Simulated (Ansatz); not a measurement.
Consider Ta.

```xyz
8
Lattice="5.3308 0.0000 0.0000 0.0000 5.3308 0.0000 0.0000 0.0000 5.3308" Properties=species:S:1:pos:R:3 pbc="T T T"
Ta    0.0000    0.0000    0.0000
Ta    2.6654    2.6654    2.6654
Ta    1.3327    0.0000    2.6654
Ta    3.9981    0.0000    2.6654
Ta    2.6654    1.3327    0.0000
Ta    2.6654    3.9981    0.0000
Ta    0.0000    2.6654    1.3327
Ta    0.0000    2.6654    3.9981
```

Space group Pm-3n; set up as Ta, A15; a generated structure, not necessarily the stable one.

Method: DFT, revPBE, plane waves (420 eV) with PAW, scalar-relativistic (Ansatz 0.2.0).

### Predict the valence pseudo-density and electron localisation function between the atoms.

Ta–Ta (2.67 Å): ρ at the midpoint is about 0.41 e/Å³; the ELF is about 0.30 at the midpoint (no localised pair shows between them).
Ta–Ta (2.98 Å): ρ at the midpoint is about 0.27 e/Å³; the ELF is about 0.30 at the midpoint.

### Does the calculation give a band gap?

It is metallic or semimetallic at this level of theory: no gap opens.

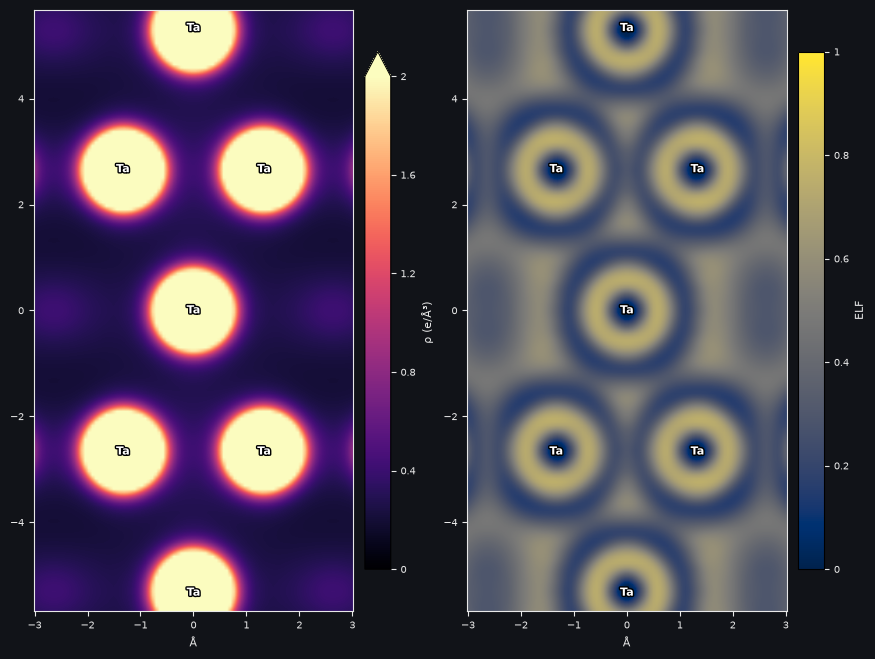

Computed valence pseudo-density and electron localisation function on the (100) plane of the conventional cell, in this order. 

The density is the valence pseudo-density of a PAW calculation; it isn't the true density close to the nuclei.
